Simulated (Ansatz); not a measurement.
# Calculations on Si2W

**1. A change**

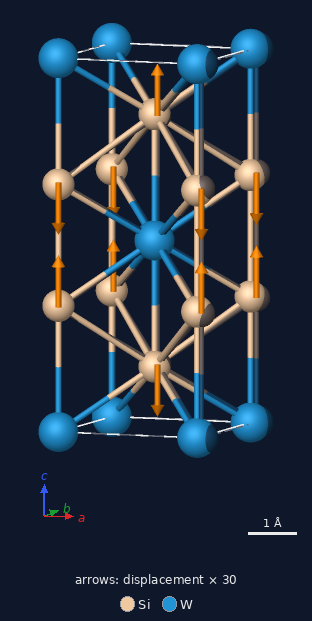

A symmetric starting cell of Si₂W, drawn pale, and a changed version of it, drawn solid. The orange arrows show how the atoms are displaced (without the part that the change of the cell carries along), magnified 30 times. Besides, the cell is strained by 0.0 % along c and −3.0 % across it (volume −6.0 %). A ball-and-stick model of the conventional cell (2 times the calculation's cell), seen slightly off an axis. Lengths and directions refer to the drawn axes.

Level of theory: DFT PBE, scalar-relativistic, plane waves, PAW in Ansatz. Settings: plane-wave cutoff 420 eV; k-point mesh 18 × 18 × 18; occupations gaussian; smearing width 0.1 eV; no spin polarisation.

**Describe the displacements and the computed response.**

The Si atoms are displaced by 0.04 Å relative to the cell. No relaxation follows. The starting cell wasn't computed here and needn't be at equilibrium, so pressure and forces aren't due to the change alone. Some distances before and after: Si–W 2.625 → 2.547 to 2.660 Å, Si–Si 2.623 → 2.558 to 2.600 Å. The space group stays I4/mmm (No. 139). The pressure is 18.5 GPa (not all of it need come from the change, since the unchanged cell can be under pressure at this level too). The principal stresses (compression positive) are 8.6 GPa along c and 23.4 GPa across it. The largest forces, 0.75 eV/Å, act on 2 Si atoms of the calculation's cell. The forces point straight back along the displacements (cosine −1.00).

**2. A change**

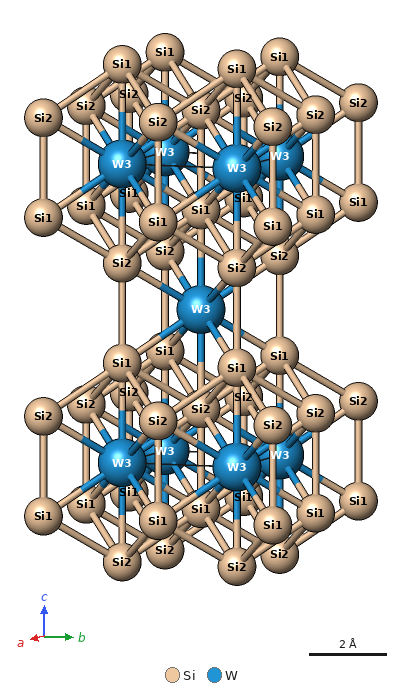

Reference structure: a symmetric starting cell of Si$_{2}$W. Style: ball-and-stick. Shown: the conventional cell (2 times the calculation's cell), slightly off an axis. Lengths and directions refer to the drawn axes.

Method: DFT PBE, scalar-relativistic, plane waves, PAW in Ansatz. (plane-wave cutoff 420 eV; k-point mesh 18 × 18 × 18; occupations gaussian; smearing width 0.1 eV; no spin polarisation)

Now this is done to it. The cell is strained by −6.3 % along c and −0.3 % across it (volume −6.7 %) and the Si atoms are displaced by 0.07 Å relative to the cell: Si1 0.07 Å along −c. No relaxation follows. The starting cell wasn't computed here and needn't be at equilibrium, so pressure and forces aren't due to the change alone.

### Predict the response.

The pressure is 23.5 GPa (not all of it need come from the change, since the unchanged cell can be under pressure at this level too). The principal stresses (compression positive) are 49.6 GPa along c and 10.5 GPa across it. The largest forces, 2.2 eV/Å, act on Si1 and Si2; on Si1 it points along +c. The forces point straight back along the displacements (cosine −1.00). Some distances before and after: Si–W 2.625 → 2.391 to 2.613 Å, Si–Si 2.623 → 2.513 to 2.605 Å. The space group stays I4/mmm (No. 139).

Drawn alike, the variant:

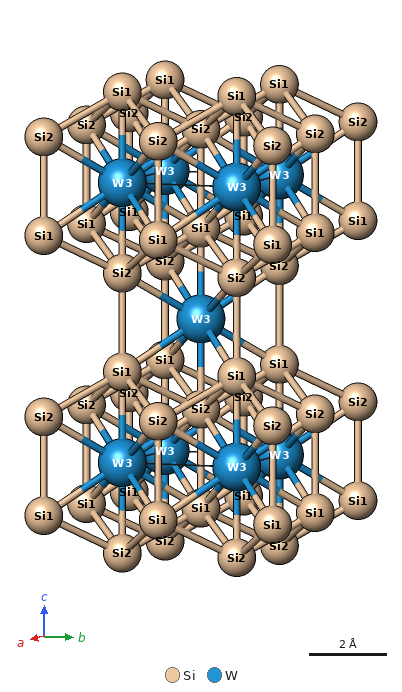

**3. Distortion**

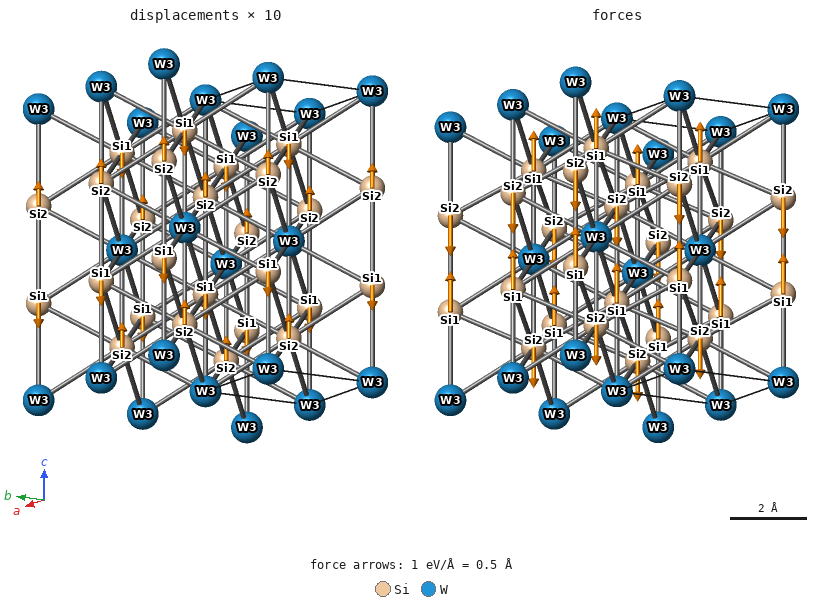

Left: a symmetric starting cell of Si$_{2}$W, with orange arrows for the displacements applied to it (without the part that the change of the cell carries along). Right: the displaced structure with the computed forces. Besides, the cell is strained by −6.3 % along c and −0.3 % across it (volume −6.7 %). The picture is a ball-and-stick view of the conventional cell (2 times the calculation's cell), repeated 2 × 2 × 1 with one cell outlined, seen from a free direction. Lengths and directions refer to the drawn axes.

The calculation used DFT PBE, scalar-relativistic, plane waves, PAW in Ansatz 0.2.0. Set-up: plane-wave cutoff 420 eV; k-point mesh 18 × 18 × 18; occupations gaussian; smearing width 0.1 eV; no spin polarisation.

Describe the distortion and the response.

The Si atoms are displaced by 0.07 Å relative to the cell: Si1 0.07 Å along −c. No relaxation follows. The starting cell wasn't computed here and needn't be at equilibrium, so pressure and forces aren't due to the change alone. Among the bonded contacts that change: Si–W 2.625 → 2.391 to 2.613 Å, Si–Si 2.623 → 2.513 to 2.605 Å. The space group stays I4/mmm (No. 139). The pressure is 23.5 GPa (not all of it need come from the change, since the unchanged cell can be under pressure at this level too). The principal stresses (compression positive) are 49.6 GPa along c and 10.5 GPa across it. The largest forces, 2.2 eV/Å, act on Si1 and Si2; on Si1 it points along +c. The forces point straight back along the displacements (cosine −1.00).

**4. Distortion**

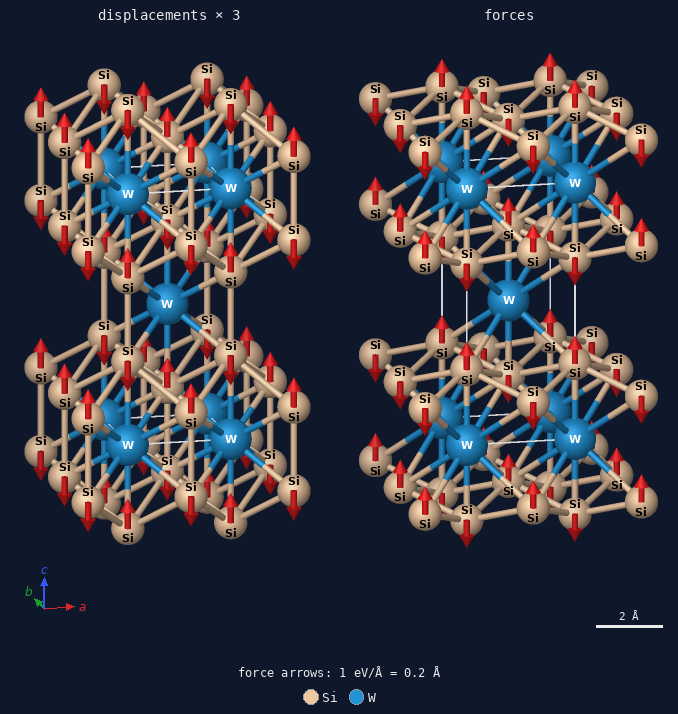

Left: a symmetric starting cell of Si₂W, with red arrows for the displacements applied to it (without the part that the change of the cell carries along). Right: the displaced structure with the computed forces. Besides, the cell is strained by +2.1 % along c and +5.1 % across it (volume +12.9 %). The picture is a ball-and-stick view of the conventional cell (2 times the calculation's cell), seen slightly off an axis. Lengths and directions refer to the drawn axes.

These are results of Ansatz 0.2.0, DFT PBE, scalar-relativistic, plane waves, PAW, not measurements. Set-up: plane-wave cutoff 420 eV; k-point mesh 18 × 18 × 18; occupations gaussian; smearing width 0.1 eV; no spin polarisation.

### Where do the forces point?

The Si atoms are displaced by 0.31 Å relative to the cell. No relaxation follows. The starting cell wasn't computed here and needn't be at equilibrium, so pressure and forces aren't due to the change alone. The pressure is −8.5 GPa (not all of it need come from the change, since the unchanged cell can be under pressure at this level too). The principal stresses (compression positive) are 7.0 GPa along c and −16.2 GPa across it. The largest forces, 4.4 eV/Å, act on 2 Si atoms of the calculation's cell. The forces point straight back along the displacements (cosine −1.00). Among the bonded contacts that change: Si–Si 2.623 → 2.492 to 3.314 Å, Si–W 2.625 → 2.368 to 2.907 Å. The space group stays I4/mmm (No. 139).
